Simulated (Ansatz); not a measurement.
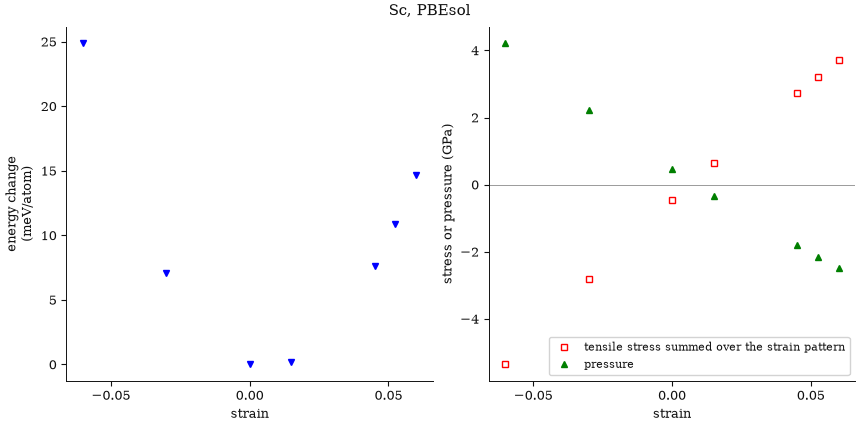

The figure shows the energy change, tensile stress summed over the strain pattern and pressure against strain for Sc, space group Fm-3m (No. 225).

Starting cell:
```
CELL_PARAMETERS angstrom
0.00000 2.27050 2.27050
2.27050 0.00000 2.27050
2.27050 2.27050 0.00000
ATOMIC_POSITIONS crystal
Sc 0.00000 0.00000 0.00000
```

Calculation (Ansatz 0.2.0): homogeneous strain of a crystal along one Voigt pattern with engineering shear, fractional coordinates fixed, by plane-wave density functional theory with PAW datasets, free energies less that of the undisturbed cell, pressure positive in compression; scalar-relativistic. Level: PBEsol, no spin polarisation.

- wave cutoff: 420 eV
- k mesh: 18×18×18
- occupations: Gaussian
- smearing width: 0.15 eV
- k shift: (0, 0, 0) (mesh steps)
- start: as given
- strain pattern: (1, 0, 0, 0, 0, 0) (xx yy zz yz xz xy with engineering shear)

The points at strain −0.0450, −0.0150 and 0.0300 are left out of the plot. What values does the calculation give there?

```tsv
strain	energy change (meV/atom)	tensile stress summed over the strain pattern (GPa)	pressure (GPa)
-0.0450	14.59	-4.050	3.187
-0.0150	2.26	-1.609	1.314
0.0300	2.78	1.702	-1.094
```

Caveats: reference crystal is not relaxed.
